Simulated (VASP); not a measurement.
## CuO: geometry relaxation (part 2 of 3)

CuO (P4/mmm, 6 atoms in the cell); Kohn-Sham DFT of a periodic cell, revTPSS, VASP PAW PBE potentials, recommended, no spin polarisation (VASP 6.6.1); cutoff 600 eV, 7×7×7 k-mesh, Gaussian smearing of 0.05 eV. The structure derives from a Materials Project entry.

Geometry of the input (Å; fractional positions):
```
4.1609  0.0000  0.0000
0.0000  4.1609  0.0000
0.0000  0.0000  3.8876
Cu 0.5000  0.0000  0.5000
Cu 0.0000  0.5000  0.5000
Cu 0.0000  0.0000  0.0000
O  0.0000  0.0000  0.5000
O  0.5000  0.0000  0.0000
O  0.0000  0.5000  0.0000
```

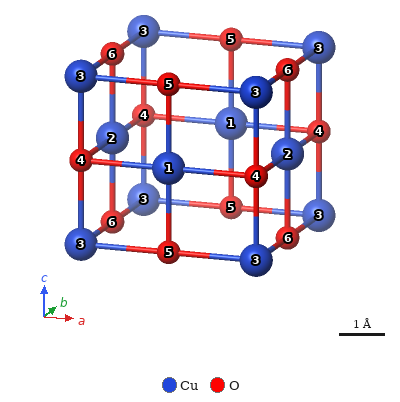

Fig. 1: The structure as given in the input (ball-and-stick view of the cell of the calculation, seen slightly off an axis; atoms are numbered from 1 in the order of the input).

Parts of OUTCAR, continued
```
  Cartesian coordinates                     Fractional coordinates (reciprocal lattice)
     0.034332926  0.000000000  0.000000000     0.142857143  0.000000000  0.000000000
     0.000000000  0.034332926  0.000000000     0.000000000  0.142857143  0.000000000
     0.000000000  0.000000000  0.036746466     0.000000000  0.000000000  0.142857143

  Length of vectors
     0.034332926  0.034332926  0.036746466

  Shift w.r.t. Gamma in fractional coordinates (k-lattice)
     0.000000000  0.000000000  0.000000000

 Subroutine IBZKPT returns following result:
 ===========================================

 Found     40 irreducible k-points:

 Following reciprocal coordinates:
            Coordinates               Weight
  0.000000  0.000000  0.000000      1.000000
  0.142857  0.000000  0.000000      4.000000
  0.285714  0.000000  0.000000      4.000000
  0.428571  0.000000  0.000000      4.000000
  0.142857  0.142857  0.000000      4.000000
  0.285714  0.142857  0.000000      8.000000
  0.428571  0.142857  0.000000      8.000000
  0.285714  0.285714  0.000000      4.000000
  0.428571  0.285714  0.000000      8.000000
  0.428571  0.428571  0.000000      4.000000
  0.000000  0.000000  0.142857      2.000000
  0.142857  0.000000  0.142857      8.000000
  0.285714  0.000000  0.142857      8.000000
  0.428571  0.000000  0.142857      8.000000
  0.142857  0.142857  0.142857      8.000000
  0.285714  0.142857  0.142857     16.000000
  0.428571  0.142857  0.142857     16.000000
  0.285714  0.285714  0.142857      8.000000
  0.428571  0.285714  0.142857     16.000000
  0.428571  0.428571  0.142857      8.000000
  0.000000  0.000000  0.285714      2.000000
  0.142857  0.000000  0.285714      8.000000
  0.285714  0.000000  0.285714      8.000000
  0.428571  0.000000  0.285714      8.000000
 [... further k-points ...]
   k-points           NKPTS =     40   k-points in BZ     NKDIM =     40   number of bands    NBANDS=     30
   number of dos      NEDOS =    301   number of ions     NIONS =      6
   total plane-waves  NPLWV =  41472
   dimension x,y,z NGX =    36 NGY =   36 NGZ =   32
   dimension x,y,z NGXF=    72 NGYF=   72 NGZF=   64
   ions per type =               3   3
   NGX,Y,Z   is equivalent  to a cutoff of  14.38, 14.38, 13.68 a.u.
   NGXF,Y,Z  is equivalent  to a cutoff of  28.77, 28.77, 27.37 a.u.
 SYSTEM =  unknown system
   PREC   = accura    normal or accurate (medium, high low for compatibility)
   ISTART =      0    job   : 0-new  1-cont  2-samecut
   ICHARG =      2    charge: 1-file 2-atom 10-const
   ISPIN  =      1    spin polarized calculation?
   LNONCOLLINEAR =      F non collinear calculations
   LSORBIT =      F    spin-orbit coupling
   LASPH  =      T    aspherical Exc in radial PAW
   ENCUT  =  600.0 eV  44.10 Ry    6.64 a.u.   8.31  8.31  7.76*2*pi/ulx,y,z
   NELM   =    100;   NELMIN=  2; NELMDL= -5     # of ELM steps
   EDIFF  = 0.1E-05   stopping-criterion for ELM
   LREAL  =      F    real-space projection
   EDIFFG = -.5E-02   stopping-criterion for IOM
   NSW    =     40    number of steps for IOM
   IBRION =      2    ionic relax: 0-MD 1-quasi-New 2-CG
   NFREE  =      1    steps in history (QN), initial steepest desc. (CG)
   ISIF   =      3    stress and relaxation
   ISYM   =      2    0-nonsym 1-usesym 2-fastsym
   POTIM  = 0.5000    time-step for ionic-motion
   TEBEG  =    0.0;   TEEND  =   0.0 temperature during run
   PSTRESS=    0.0 pullay stress
   NELECT =      51.0000    total number of electrons
   NUPDOWN=      -1.0000    fix difference up-down
   EMIN   =  10.00;   EMAX   =-10.00  energy-range for DOS
   EFERMI =   0.00;   METHOD = LEGACY
   ISMEAR =     0;   SIGMA  =   0.05  broadening in eV -4-tet -1-fermi 0-gaus
   EFERMI_NEDOS =   21; number of points for ismear=-14 and -15
   IALGO  =     38    algorithm
   IMIX   =      4    mixing-type and parameters
     AMIX     =   0.40;   BMIX     =  1.00
     AMIX_MAG =   1.60;   BMIX_MAG =  1.00
  volume/ion in A,a.u.               =      11.22        75.70
  Fermi-wavevector in a.u.,A,eV,Ry     =   1.492481  2.820379 30.306951  2.227498
  Thomas-Fermi vector in A             =   2.605003
   LORBIT       =      0    0 simple, 1 ext, 2 COOP (PROOUT), +10 PAW based schemes
   METAGGA = RTPSS    functional components
   LHFCALC =     F    Hartree Fock is set to
   AEXX    =    0.0000 exact exchange contribution
   IVDW    =     0    specifies the selected vdW correction
   LEPSILON=     F    determine dielectric tensor
   LRPA    =     F    only Hartree local field effects (RPA)
 conjugate gradient relaxation of ions
 non-spin polarized calculation
 Gauss-broadening in eV      SIGMA  =   0.05
  energy-cutoff  :      600.00
  volume of cell :       67.31
 maximum number of plane-waves:      2268
 NGX is ok and might be reduce to    36
   NGX = 17   NGY = 17   NGZ = 15

--------------------------------------- Ionic step        1  -------------------------------------------

 number of electron      51.0000019 magnetization

 Free energy of the ion-electron system (eV)
  ---------------------------------------------------
  ext. energy  EPLUGINS =         0.00000000
  ---------------------------------------------------
  free energy    TOTEN  =       -18.70737918 eV

  energy without entropy =      -18.70347465  energy(sigma->0) =      -18.70542691

------------------------ aborting loop because EDIFF is reached ----------------------------------------

  FORCE on cell =-STRESS in cart. coord.  units (eV):
  Direction    XX          YY          ZZ          XY          YZ          ZX
  --------------------------------------------------------------------------------------
  -------------------------------------------------------------------------------------
  Total       -0.8805444     -0.8805444      0.0744534      0.0000000      0.0000000      0.0000000
  in kB      -20.9600915    -20.9600915      1.7722561      0.0000000      0.0000000      0.0000000
  external PRESSURE =     -13.3826423 kB  Pullay stress =       0.0000000 kB

 VOLUME and BASIS-vectors are now :
 -----------------------------------------------------------------------------
  energy-cutoff  :      600.00
  volume of cell :       67.31
      direct lattice vectors                 reciprocal lattice vectors
     4.160937000  0.000000000  0.000000000     0.240330483  0.000000000  0.000000000
     0.000000000  4.160937000  0.000000000     0.000000000  0.240330483  0.000000000
     0.000000000  0.000000000  3.887643000     0.000000000  0.000000000  0.257225265

 POSITION                                       TOTAL-FORCE (eV/Angst)
 -----------------------------------------------------------------------------------
      2.08047      0.00000      1.94382         0.000000      0.000000      0.000000
      0.00000      2.08047      1.94382         0.000000      0.000000      0.000000
      0.00000      0.00000      0.00000         0.000000      0.000000      0.000000
      0.00000      0.00000      1.94382         0.000000      0.000000      0.000000
      2.08047      0.00000      0.00000         0.000000      0.000000      0.000000
      0.00000      2.08047      0.00000         0.000000      0.000000      0.000000
 -----------------------------------------------------------------------------------
    total drift:                                0.000000      0.000000      0.000000

  FREE ENERGIE OF THE ION-ELECTRON SYSTEM (eV)
  ---------------------------------------------------
  free  energy   TOTEN  =       -18.7073791782 eV

  energy  without entropy=      -18.7034746482  energy(sigma->0) =      -18.70542691

--------------------------------------- Ionic step        2  -------------------------------------------

 number of electron      51.0000000 magnetization

------------------------ aborting loop because EDIFF is reached ----------------------------------------

  FORCE on cell =-STRESS in cart. coord.  units (eV):
  Direction    XX          YY          ZZ          XY          YZ          ZX
  --------------------------------------------------------------------------------------
  -------------------------------------------------------------------------------------
  Total       -0.1985421     -0.1985421      0.6668378      0.0000000     -0.0000000      0.0000000
  in kB       -4.7907791     -4.7907791     16.0906533      0.0000000     -0.0000000      0.0000000
  external PRESSURE =       2.1696983 kB  Pullay stress =       0.0000000 kB

 VOLUME and BASIS-vectors are now :
 -----------------------------------------------------------------------------
  energy-cutoff  :      600.00
  volume of cell :       66.40
      direct lattice vectors                 reciprocal lattice vectors
     4.131477706  0.000000000  0.000000000     0.242044148  0.000000000  0.000000000
     0.000000000  4.131477706  0.000000000     0.000000000  0.242044148 -0.000000000
     0.000000000  0.000000000  3.889970292    -0.000000000 -0.000000000  0.257071372

 POSITION                                       TOTAL-FORCE (eV/Angst)
 -----------------------------------------------------------------------------------
      2.06574      0.00000      1.94499         0.000000     -0.000000      0.000000
      0.00000      2.06574      1.94499         0.000000      0.000000      0.000000
      0.00000      0.00000      0.00000         0.000000     -0.000000      0.000000
      0.00000      0.00000      1.94499         0.000000     -0.000000      0.000000
      2.06574      0.00000      0.00000         0.000000     -0.000000      0.000000
      0.00000      2.06574      0.00000         0.000000     -0.000000      0.000000
 -----------------------------------------------------------------------------------
    total drift:                                0.000000      0.000000      0.000000

  FREE ENERGIE OF THE ION-ELECTRON SYSTEM (eV)
  ---------------------------------------------------
  free  energy   TOTEN  =       -18.7149186838 eV

  energy  without entropy=      -18.7108959670  energy(sigma->0) =      -18.71290733

--------------------------------------- Ionic step        3  -------------------------------------------

 number of electron      50.9999990 magnetization

------------------------ aborting loop because EDIFF is reached ----------------------------------------

  FORCE on cell =-STRESS in cart. coord.  units (eV):
  Direction    XX          YY          ZZ          XY          YZ          ZX
  --------------------------------------------------------------------------------------
  -------------------------------------------------------------------------------------
  Total        0.1689855      0.1689855      0.9850843      0.0000000      0.0000000      0.0000000
  in kB        4.1056858      4.1056858     23.9336908      0.0000000      0.0000000      0.0000000
  external PRESSURE =      10.7150208 kB  Pullay stress =       0.0000000 kB

 VOLUME and BASIS-vectors are now :
 -----------------------------------------------------------------------------
  energy-cutoff  :      600.00
  volume of cell :       65.94
      direct lattice vectors                 reciprocal lattice vectors
     4.116696393  0.000000000  0.000000000     0.242913226  0.000000000  0.000000000
     0.000000000  4.116696393  0.000000000     0.000000000  0.242913226 -0.000000000
     0.000000000  0.000000000  3.891138020    -0.000000000 -0.000000000  0.256994225

 POSITION                                       TOTAL-FORCE (eV/Angst)
 -----------------------------------------------------------------------------------
      2.05835      0.00000      1.94557         0.000000     -0.000000      0.000000
      0.00000      2.05835      1.94557         0.000000      0.000000      0.000000
      0.00000      0.00000      0.00000         0.000000     -0.000000      0.000000
      0.00000      0.00000      1.94557         0.000000     -0.000000      0.000000
      2.05835      0.00000      0.00000         0.000000     -0.000000      0.000000
      0.00000      2.05835      0.00000         0.000000     -0.000000      0.000000
 -----------------------------------------------------------------------------------
    total drift:                                0.000000      0.000000      0.000000

  FREE ENERGIE OF THE ION-ELECTRON SYSTEM (eV)
  ---------------------------------------------------
  free  energy   TOTEN  =       -18.7152379856 eV

  energy  without entropy=      -18.7111267066  energy(sigma->0) =      -18.71318235

--------------------------------------- Ionic step        4  -------------------------------------------

 number of electron      50.9999994 magnetization

------------------------ aborting loop because EDIFF is reached ----------------------------------------

  FORCE on cell =-STRESS in cart. coord.  units (eV):
  Direction    XX          YY          ZZ          XY          YZ          ZX
  --------------------------------------------------------------------------------------
  -------------------------------------------------------------------------------------
  Total        0.0507402      0.0507402      0.8858690      0.0000000      0.0000000      0.0000000
  in kB        1.2297420      1.2297420     21.4699844      0.0000000      0.0000000      0.0000000
  external PRESSURE =       7.9764895 kB  Pullay stress =       0.0000000 kB

 VOLUME and BASIS-vectors are now :
 -----------------------------------------------------------------------------
  energy-cutoff  :      600.00
  volume of cell :       66.11
      direct lattice vectors                 reciprocal lattice vectors
     4.122012357  0.000000000  0.000000000     0.242599952  0.000000000  0.000000000
     0.000000000  4.122012357  0.000000000     0.000000000  0.242599952 -0.000000000
     0.000000000  0.000000000  3.890718057    -0.000000000 -0.000000000  0.257021965

 POSITION                                       TOTAL-FORCE (eV/Angst)
 -----------------------------------------------------------------------------------
      2.06101      0.00000      1.94536         0.000000     -0.000000      0.000000
      0.00000      2.06101      1.94536         0.000000      0.000000      0.000000
      0.00000      0.00000      0.00000         0.000000     -0.000000      0.000000
      0.00000      0.00000      1.94536         0.000000     -0.000000      0.000000
      2.06101      0.00000      0.00000         0.000000     -0.000000      0.000000
      0.00000      2.06101      0.00000         0.000000     -0.000000      0.000000
 -----------------------------------------------------------------------------------
    total drift:                                0.000000      0.000000      0.000000
```
